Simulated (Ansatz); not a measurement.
## Band-structure calculation of Ge₂Si (part 2 of 2)

The same run, continued: Ge₂Si (P-3m1, 6 atoms in the cell); DFT HSE06, scalar-relativistic, plane waves, PAW, no spin polarisation (Ansatz 0.2.0); cutoff 420 eV, 6×6×2 k-mesh, Gaussian smearing of 0.02 eV. The structure was made by a generator, so it may or may not be a known phase.

Geometry of the input (Å; fractional positions):
```
3.9955  -0.0000  0.0000
-1.9978  3.4602  0.0000
0.0000  0.0000  9.7871
Si 0.3333  0.6667  0.7915
Si 0.6667  0.3333  0.2085
Ge 0.6667  0.3333  0.4559
Ge 0.0000  0.0000  0.1276
Ge 0.3333  0.6667  0.5441
Ge 0.0000  0.0000  0.8724
```

**Output, continued**
```
--- Per-component energies (eV) ---
  E_band       = -787.892429
  E_kinetic    = 519.885796
  E_local      = -10739.261028  (includes V_loc(G=0)·N_el)
  E_nonlocal   = 1728.651150
  E_hartree    = 4741.834961
  E_xc         = -332.097272
  E_vxc        = -282.452029  (∫ρ·V_xc dr)
  E_exx        = -228.862072  (= α·E_x^exact, valence–valence)
  E_paw        = -8961.417017  (= ΣΔE_a)
  E_vpaw       = -1040.659514  (= ΣTr[D̂ρ^β])
  E_aug_tail   = 0.001197  (compensation charges beyond the density's cutoff)
  E_ewald      = -5183.004638
  E_core_change = -1.579727  (= ΣΔE_core)
  E_smearing   = -0.000000  (= −TS)
  E_closure    = -0.000000  (closes the sum)
  Σ components = -18455.848651   (vs F -18455.848651, Δ=0.00e0)
--- Forces (eV/Å), atoms counted from 1 ---
  atom   1  Si    -0.00000000    -0.00000000    -0.00097016
  atom   2  Si     0.00000000     0.00000000     0.00097016
  atom   3  Ge    -0.00000000    -0.00000000     0.06206422
  atom   4  Ge    -0.00000000    -0.00000000    -0.03951084
  atom   5  Ge     0.00000000     0.00000000    -0.06206422
  atom   6  Ge     0.00000000     0.00000000     0.03951084
  max |Σ_I F_I| component: 4.63e-17 eV/Å
--- Stress (GPa, compression-positive) ---
       -2.204573       0.000000      -0.000000
        0.000000      -2.204573      -0.000000
       -0.000000      -0.000000      -2.531380
  P = ⅓ Tr σ = -2.3135 GPa (-23.135 kbar)
--- Band table (eV; the first three rows and the last of 14) ---
  k-point 0: bands = ["-20.6006", "-20.5669", "-20.5669", "-20.5207", "-20.5207", "-20.4923", "-20.4923", "-20.4873", "-20.4873", "-20.4724", "-20.4724", "-20.4396", "-20.4396", "-20.4297", "-20.4276", "-20.4048", "-20.3230", "-20.3230", "-20.2950", "-20.2950", "-6.4471", "-5.1605", "-4.9103", "0.5997", "1.1381", "5.8033", "5.8033", "6.0112", "6.0112", "7.0867", "7.1357", "7.1357", "8.3906", "8.4556", "8.8185", "10.2744", "10.2744", "10.3438", "11.3043"]
  k-point 1: bands = ["-20.6006", "-20.5669", "-20.5669", "-20.5207", "-20.5207", "-20.4925", "-20.4925", "-20.4871", "-20.4871", "-20.4725", "-20.4725", "-20.4397", "-20.4397", "-20.4297", "-20.4276", "-20.4048", "-20.3230", "-20.3230", "-20.2950", "-20.2950", "-6.1435", "-6.0059", "-4.1107", "-0.8352", "4.0749", "4.1579", "5.6475", "5.6475", "6.4378", "6.4378", "6.7688", "6.7688", "8.2649", "9.1163", "9.1200", "10.9148", "10.9148", "10.9521", "10.9521"]
  k-point 2: bands = ["-20.5997", "-20.5727", "-20.5668", "-20.5216", "-20.5208", "-20.4877", "-20.4858", "-20.4856", "-20.4768", "-20.4726", "-20.4708", "-20.4402", "-20.4397", "-20.4379", "-20.4184", "-20.4036", "-20.3389", "-20.3342", "-20.2914", "-20.2858", "-6.1174", "-4.8419", "-4.5841", "0.5142", "1.0924", "3.8221", "4.4099", "4.5543", "5.0478", "5.8344", "6.4343", "6.5635", "9.4882", "9.5249", "9.8733", "10.5075", "11.2546", "11.4777", "11.8311"]
  k-point 13: bands = ["-20.5992", "-20.5966", "-20.5230", "-20.5230", "-20.5149", "-20.5149", "-20.4843", "-20.4843", "-20.4690", "-20.4690", "-20.4408", "-20.4408", "-20.4175", "-20.4175", "-20.4135", "-20.4006", "-20.3991", "-20.3325", "-20.3325", "-20.2571", "-3.3590", "-3.0451", "-3.0451", "-1.3898", "-0.7941", "-0.7941", "2.7419", "2.7419", "2.9217", "4.1118", "4.1118", "4.2025", "10.7792", "10.9941", "10.9941", "11.3408", "11.3408", "11.4138", "13.7262"]
--- Löwdin populations: 6 sites ---
  site symbol       q [e]
     0     Si      3.9015
     1     Si      3.9015
     2     Ge     13.9972
     3     Ge     14.0227
     4     Ge     13.9972
     5     Ge     14.0227
  spilling = 0.002459 (of n_electrons = 64.000000)
```

**File populations.tsv**
```
# site	symbol	l	j	q
# orbitals = lowdin
# n_electrons = 64.000000
# spilling = 0.002459
0	Si	0_3S	-	1.211943
0	Si	1_3P	-	2.689525
1	Si	0_3S	-	1.211943
1	Si	1_3P	-	2.689525
2	Ge	0_4S	-	1.286632
2	Ge	1_4P	-	2.713350
2	Ge	2_3D	-	9.997172
3	Ge	0_4S	-	1.289195
3	Ge	1_4P	-	2.736384
3	Ge	2_3D	-	9.997113
4	Ge	0_4S	-	1.286632
4	Ge	1_4P	-	2.713350
4	Ge	2_3D	-	9.997172
5	Ge	0_4S	-	1.289195
5	Ge	1_4P	-	2.736384
5	Ge	2_3D	-	9.997113
```

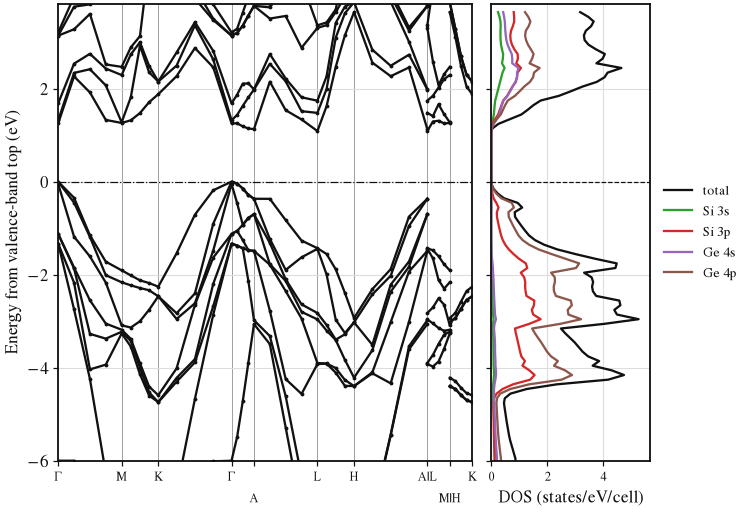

Fig. 1: Band structure along Γ–M–K–Γ–A–L–H–A|L–M|H–K and density of states (projected on Löwdin-orthogonalised atomic shells), with energies from the valence-band top. There is a gap of 1.09 eV on this path, indirect, from Γ to L.

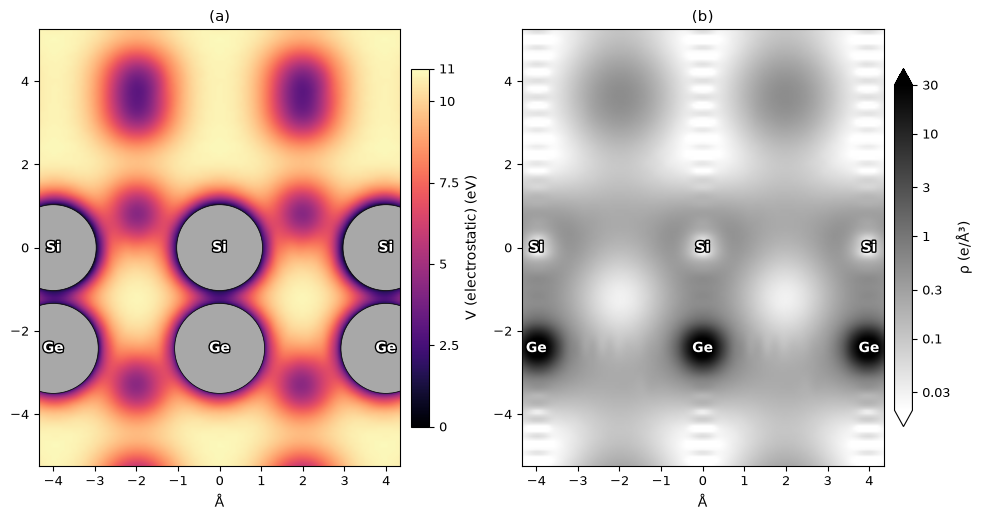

Fig. 2: (a) electrostatic potential (local pseudopotential plus Hartree) felt by an electron; (b) valence pseudo-density on the (100) plane of the conventional cell. Grey discs, where drawn, cover atomic cores. Si–Ge (2.42 Å): ρ is about 0.56 e/Å³ halfway. The density dies away to nearly zero in the voids. Outside the cores the potential energy rises away from the atoms and is highest about 2.4 Å from the nearest atoms; outside the discs it spans about 10 eV, and its zero is arbitrary. In a PAW calculation such maps are meaningful between the atoms, not at the nuclei.

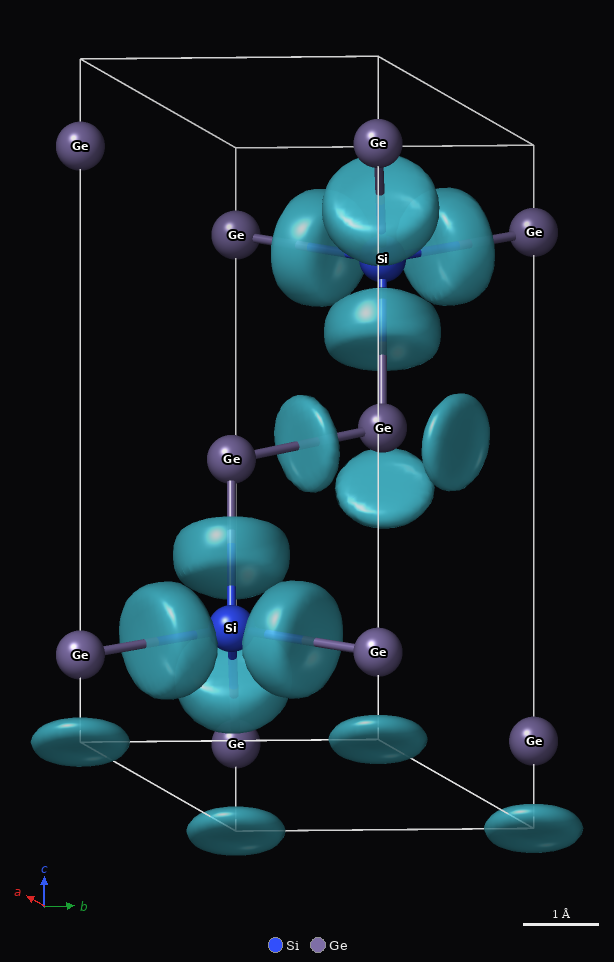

Fig. 3: Isosurface of the electron localisation function at 0.7 (cyan), seen at an oblique angle. Only the valence region is drawn (cores and ρ < 0.01 e/Å³ removed). Sticks mark near contacts. The outline is the cell set on symmetry axes. The ELF exceeds this value in four regions between bonded Ge–Ge atoms (shared pairs) and eight regions between bonded Ge–Si atoms (shared pairs), counted in one cell of 6 atoms.  Values along the shortest contacts: Si–Ge (2.42 Å): the ELF peaks at about 0.95 between the atoms, as expected for localised, shared-pair bonding.

**Summary**

| quantity | value |
| --- | --- |
| outcome | converged |
| space group (tolerance 0.01 Å) | P-3m1 (164) |
| electrons treated | 64 |
| free energy | −18455.8487 eV |
| Fermi energy | 7.680 eV |
| gap on the k-point mesh | 1.09 eV |
| gap on the band path | 1.09 eV |
| pressure | −2.31 GPa |
| largest force (length of the vector) | 0.062 eV/Å |
| hardware | 4 threads of Arm Neoverse V2, 240 GiB of memory available, shared host |
| wall time | 7 min (CPU time 26 min) |
| peak memory | 2.3 GiB |

**Notes**

The program warns: the exchange loop's threshold is looser than advised for the stress; the SCF threshold is looser than advised for the printed stress.
